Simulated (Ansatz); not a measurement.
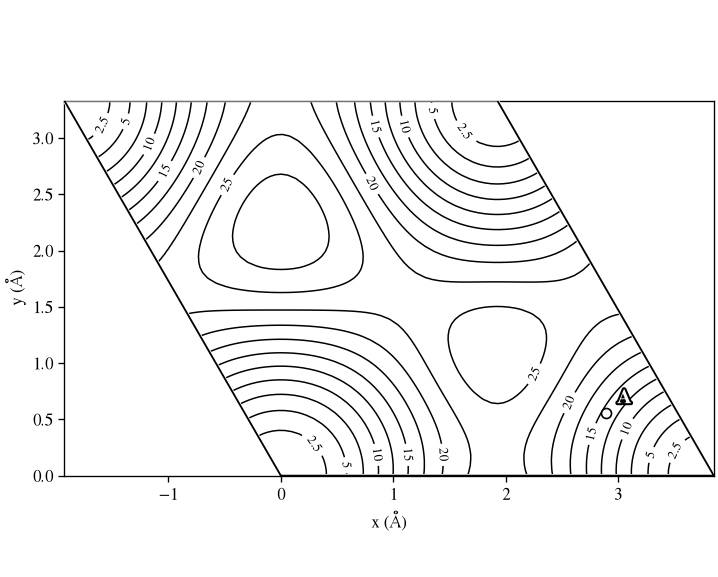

A bilayer of two Si sheets of the honeycomb type (4 atoms in the cell). The upper layer of a bilayer is slid over the lower one; relaxed at each slide: nothing; the origin of the map has Si4 above Si1; the distance between the facing planes is held at 4.40 Å. Places are given modulo a cell vector. The map is drawn in real space over the plane of the slide. Grid: 6 × 6 points; 10 points were computed and 26 follow by symmetry. Energies are in mJ/m², from the lowest grid point. At a held distance the lowest stacking need not be the one that binds best once the distance relaxes. All numbers below come from Ansatz, DFT PBE+D3(BJ), scalar-relativistic, plane waves, PAW. Settings: cutoff 420 eV, k-mesh 9×9×1, gaussian smearing 0.1 eV, no spin polarisation.

Drawn: contour lines labelled in mJ/m², the outline of one cell of the plane, the point A. Between grid points the surface is interpolated.

Question: Is A at rest? If not, where is it pushed?

Answer: A, at (5/6, 1/6) of the cell vectors, is not a stationary point. The computed force is 0.015 eV/Å in the plane, pointing down and right in the picture (components 0.013 and −0.007 eV/Å, for the cell of 12.82 Å², or 19 mJ/m² for each Å).

PAW datasets: the set soft_1.
